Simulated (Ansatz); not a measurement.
Single-point calculation of C

- system: C (P6₃/mmc, 4 atoms in the cell)
- method: DFT, PBEsol, plane waves, PAW, no spin polarisation (Ansatz 0.2.0)

The structure derives from an entry of the Crystallography Open Database. Figures and captions count atoms from 1; the log counts them from 0 in places.

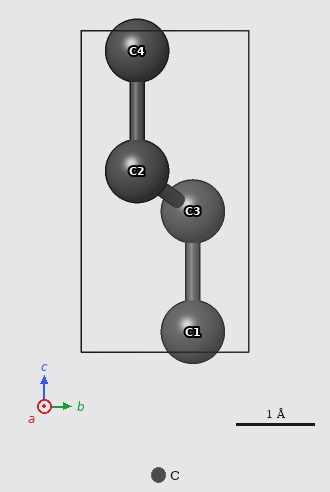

*The structure as given in the input (ball-and-stick view of the cell of the calculation, along the a axis; atoms are numbered from 1 in the order of the input).*

### Summary

- outcome: converged
- space group (tolerance 0.01 Å): P6₃/mmc (194)
- electrons treated: 16
- free energy: −986.5768 eV
- Fermi energy: 15.268 eV
- gap on the k-point mesh: 3.05 eV
- pressure: 0.01 GPa
- largest force (length of the vector): under 0.001 eV/Å
- hardware: 1 thread of AMD EPYC (Zen 3), 32 GiB of memory available, shared host
- wall time: 0.87 s
- peak memory: 0.33 GiB

### Notes

Settings chosen away from the usual ones: scf.n_extra_bands set to 2; scf.occupations.width set to 0.3 (from 0.02). These settings are looser than, or depart from, a standard set-up, so the numbers are not reference values for this system.

### Input
```yaml
crystal:
  lattice:
    - [2.4988149609, 0.0, 0.0]
    - [-1.2494074804, 2.1640372355, 0.0]
    - [0.0, 0.0, 4.1608356717]
  atoms:
    - { symbol: C, position: [0.3333333333, 0.6666666667, 0.0628016595] }
    - { symbol: C, position: [0.6666666667, 0.3333333333, 0.5628016595] }
    - { symbol: C, position: [0.3333333333, 0.6666666667, 0.4371983405] }
    - { symbol: C, position: [0.6666666667, 0.3333333333, 0.9371983405] }
basis:
  ecutwfc: 420
kpoints:
  mp_grid: { grid: [12, 12, 6] }
hamiltonian:
  xc: pbesol
scf:
  occupations: { method: gaussian, width: 0.3 }
  n_extra_bands: 2
output:
  forces: true
  eigenvalues: true
  stress: true
```

Launched with:
```bash
ansatz run input.yaml --threads 1 --pin off --max-ram 2560MiB --backend cpu --events-out ev --progress --plain --runs-dir out
```

### Output
```
scf.n_extra_bands = 2 over 8 filled bands (N_el = 16.0): the run solves 10 bands
Engine: ansatz 0.2.0, x86_64-unknown-linux-gnu
Pseudopotentials: kind: paw
Pseudopotential: C, paw, valence charge 4, recommended cutoff 420 eV (normal), C.paw.azcp
Functional definition: PBEsol
  exchange = pbesol_x
  correlation = pbesol_c
Crystal: 4 atoms, lattice volume = 22.500 Å³
Basis set: ecut = 420 eV, 415 PW (Γ), exchange–correlation on 36×36×60 points (8 copies of the dense FFT grid, shifted against one another)
Bands: 10, of which v1, the nominal top of the filled ones, is band 8 counted from 1 (7 counted from 0)
Symmetry: 24 space group operations
Space group: P63/mmc (ITA 194), of the structure as read, at distance tolerance 2.8e-5 Å
k-points: 76 of 864
Non-local potential: C, projectors of the file, l = 0: 2, l = 1: 2, l = 2: 1
PAW form: soft (Blöchl's): semilocal exchange-correlation on the pseudo side does not see the compensation charge
PAW frozen core: C, regenerated for the run's functional, and the local potential with it (the file was generated under x = pbe(κ = 0.804, μ = 0.2195149727645171), c = pbe(β = 0.06672455060314922))
PAW one-centre angular grid: C, 110 points (default); XC on 64 Gauss nodes
Initial density: superposition of atomic densities (neutral atoms: chi_scale 0, normalization atom), corrected by the library's trained network
Initial wavefunctions: pseudopotential atomic-orbital guess
Functional: x = pbesol(κ = 0.804, μ = 0.12345679012345678), c = pbesol(β = 0.046)
SCF iter   1: F=—  HF=-986.581932 eV  |F-HF|=—  |Δ(HF+E_count)|=         —  Δρ=8.71e-3  dr2=1.23e-2  ethr=1.77e-3  ⟨swp⟩=4.9  Hψ=4198  notcnv=0
preconditioner: auto → none  [insulator: Δε(μ)=3.008 eV  Ē_g=15.739 eV  σ=0.300 eV  W_gap=1.00  n_scr=2 (ndim 8)  ℏωp=31.3 eV  f_vac=0.000  D(μ)=0.00/eV (n_scr^D=0)  ε∞_Penn≈5.0]
SCF iter   2: F=—  HF=-986.577323 eV  |F-HF|=—  |Δ(HF+E_count)|=   4.61e-3  Δρ=3.17e-3  dr2=1.51e-3  ethr=7.66e-5  ⟨swp⟩=1.9  Hψ=1891  notcnv=0
SCF iter   3: F=—  HF=-986.576806 eV  |F-HF|=—  |Δ(HF+E_count)|=   5.18e-4  Δρ=3.35e-4  dr2=6.53e-6  ethr=9.44e-6  ⟨swp⟩=2.7  Hψ=1444  notcnv=0
SCF iter   4: F=—  HF=-986.576805 eV  |F-HF|=—  |Δ(HF+E_count)|=   1.14e-6  Δρ=2.84e-5  dr2=8.32e-8  ethr=4.08e-8  ⟨swp⟩=1.4  Hψ=887  notcnv=0
iter 5 did not close the SCF: its close was put off for the readings that it lacked (scf_convergence_deferred on its scf_iter line)
SCF iter   5: F=-986.576805 eV  HF=-986.576805 eV  |F-HF|=3.86e-10  |Δ(HF+E_count)|=   1.76e-8  Δρ=7.95e-6  dr2=3.69e-9  ethr=5.20e-10  ⟨swp⟩=2.5  Hψ=1383  notcnv=0
SCF iter   6: F=-986.576805 eV  HF=-986.576805 eV  |F-HF|=7.28e-12  |Δ(HF+E_count)|=  5.99e-10  Δρ=6.08e-7  dr2=2.90e-11  ethr=2.31e-11  ⟨swp⟩=1.7  Hψ=2476  notcnv=0
SCF 1 converged in 6 iterations: F = -986.576805 eV  dr2 = 2.90e-11
  greatest PAW one-centre occupation: 0.644 electrons in one spin orbital (limit 2), on the C atom at site 3 (counted from 0), in its partial waves of l = 0
```

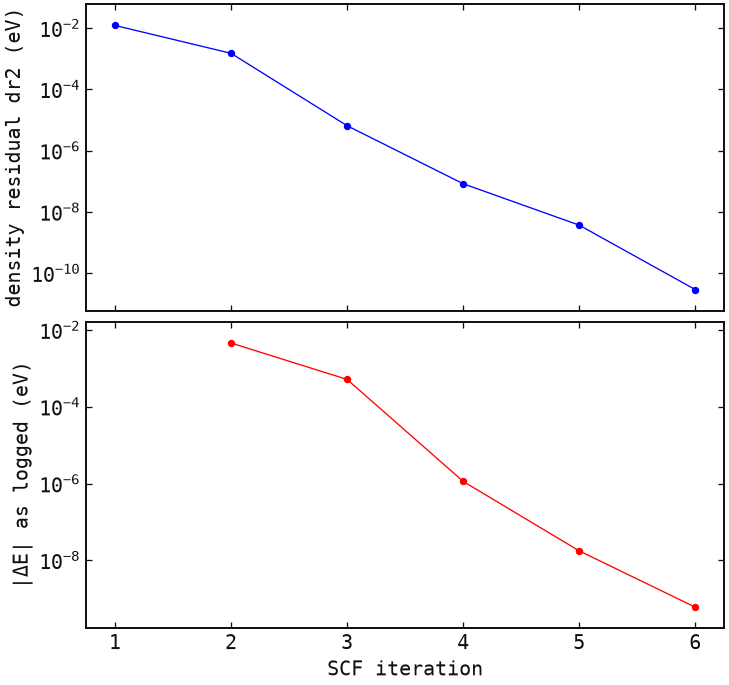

*Convergence of the self-consistent field: density residual dr2 and size of the energy change against the SCF iteration.*

The residual falls at every step.

```
SCF converged after 6 iterations
Free energy (F): -986.576805 eV
Harris-Foulkes:  -986.576805 eV  (|F-HF|=7.28e-12)
Internal energy: -986.576805 eV  (E = F + TS)
E sigma→0 (E₀):  -986.576805 eV
Fermi energy:    15.267581 eV
--- Per-component energies (eV) ---
  E_band       = 70.158876
  E_kinetic    = 369.059924
  E_local      = -243.889807  (includes V_loc(G=0)·N_el)
  E_nonlocal   = 107.050177
  E_hartree    = 53.249434
  E_xc         = -193.807008
  E_vxc        = -241.347437  (∫ρ·V_xc dr)
  E_paw        = -381.402724  (= ΣΔE_a)
  E_vpaw       = -27.212870  (= ΣTr[D̂ρ^β])
  E_aug_tail   = 0.000035  (compensation charges beyond the density's cutoff)
  E_ewald      = -696.921238
  E_core_change = 0.084402  (= ΣΔE_core)
  E_smearing   = -0.000000  (= −TS)
  E_closure    = -0.000000  (closes the sum)
  Σ components = -986.576805   (vs F -986.576805, Δ=0.00e0)
--- Forces (eV/Å), atoms counted from 1 ---
  atom   1  C      0.00000000    -0.00000000     0.00014731
  atom   2  C     -0.00000000     0.00000000     0.00014731
  atom   3  C      0.00000000    -0.00000000    -0.00014731
  atom   4  C     -0.00000000     0.00000000    -0.00014731
  max |Σ_I F_I| component: 3.08e-33 eV/Å
--- Stress (GPa, compression-positive) ---
        0.004334      -0.000000       0.000000
       -0.000000       0.004334       0.000000
        0.000000       0.000000       0.012543
  P = ⅓ Tr σ = 0.0071 GPa (0.071 kbar)
--- Band table (eV; the first three rows and the last of 76) ---
  k-point 0: bands = ["-8.2154", "-2.5449", "-0.1533", "10.6119", "10.6119", "13.2322", "13.7406", "13.7406", "18.6670", "18.6670"]
  k-point 1: bands = ["-8.0264", "-3.6954", "1.3187", "10.7606", "10.7606", "12.0116", "13.4101", "13.4101", "19.0255", "19.0255"]
  k-point 2: bands = ["-7.4615", "-5.2476", "3.8171", "9.4628", "11.1926", "11.1926", "12.6679", "12.6679", "19.8887", "19.8887"]
  k-point 75: bands = ["0.1079", "0.1079", "1.1352", "1.1352", "4.0213", "4.0213", "9.3723", "9.3723", "21.1478", "21.1478"]
```
